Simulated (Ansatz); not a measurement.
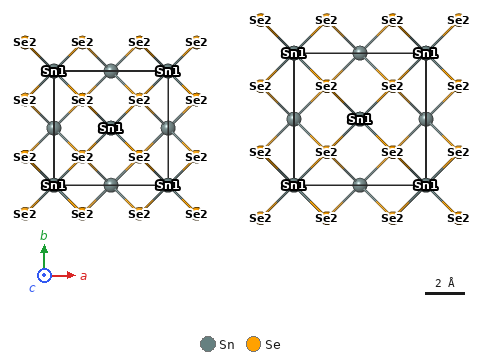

Two geometries of a crystal of SnSe (built on the zincblende type), drawn at one scale. One is the start of a relaxation, the other its converged end. Style: ball-and-stick. Shown: the conventional cell (4 times the calculation's cell), along the c axis. Lengths and directions refer to the drawn axes.

Level of theory: DFT, PBE, plane waves, PAW in Ansatz 0.2.0. Settings: plane-wave cutoff 420 eV; k-point mesh 8 × 8 × 8; occupations fermi dirac; smearing width 0.02 eV; no spin polarisation; cell and atoms relaxed; force threshold 0.005 eV/Å.

### Which geometry has the lower energy?

The right one is the relaxed one. The atoms keep their places relative to the cell (all moves are under 0.005 Å). The volume changes by +54.9 %, with a = b = c 5.859 → 6.778 Å (+15.7 %). Some distances before and after: Sn1–Se2 2.537 → 2.935 Å. The space group stays F-43m (No. 216). After 7 accepted moves (9 points after the start) the energy has fallen by 889 meV per atom. All forces vanish by symmetry, so only the cell relaxes. Pressure: 28.58 GPa at the start and 0.01 GPa at the end. The SCF was repeated twice at an unchanged geometry on a basis and grid sized afresh for the cell, which shifted the energy by 10.2 meV per atom at most. The run took 16 s on 2 threads of Arm Neoverse V1, with other jobs on the host, peak memory 0.39 GiB.
